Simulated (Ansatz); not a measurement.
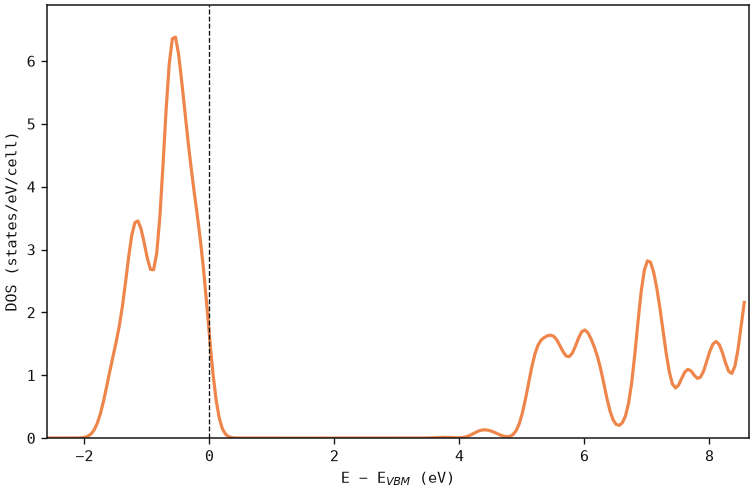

Density of states. Energies are counted from the top of the valence band. The curve is built from the levels of the k mesh with Gaussians 0.3 eV wide, which also blur the band edges.

The Ansatz input:

```
crystal:
  lattice:
    - [0.0, 2.5024624694, 2.5024624694]
    - [2.5024624694, 0.0, 2.5024624694]
    - [2.5024624694, 2.5024624694, 0.0]
  atoms:
    - { symbol: Ca, position: [0.0, 0.0, 0.0] }
    - { symbol: O, position: [0.25, 0.25, 0.25] }
kpoints:
  mp_grid: { grid: [8, 8, 8] }
  band_path:
    path:
      - [0.0, 0.0, 0.0]
      - [-0.5, -0.5, 0.0]
      - [-0.375, -0.375, 0.25]
      - [-0.375, 0.0, 0.375]
      - [0.0, 0.0, 0.5]
      - [-0.5, -0.25, 0.25]
      - [0.25, -0.5, -0.25]
    npoints: 1
hamiltonian:
  xc: pbe
scf:
  occupations: { method: fermi_dirac, width: 0.02 }
  n_extra_bands: 4
output:
  forces: true
  stress: true
  eigenvalues: true
```

Run as:
```bash
ansatz run input.yaml --threads 2 --pin off --max-ram 2211MiB --backend cpu --events-out ev --progress --plain --runs-dir out
```

> Metal or insulator, going by the density of states?

There is a gap; over the k points computed it is 3.76 eV (indirect; the smallest direct gap is 4.64 eV).

> Where is the tallest peak of the filled states in the window?

Within the window shown, the tallest peak of the filled states lies 0.5 eV under the valence-band top, at about 6.4 states per eV and cell.

> How wide is the upper valence band?

The upper group of valence states starts about 1.7 eV under the valence-band top, with a gap beneath it; it holds about 6 electrons a cell.

The cell is at 14 GPa in this functional.
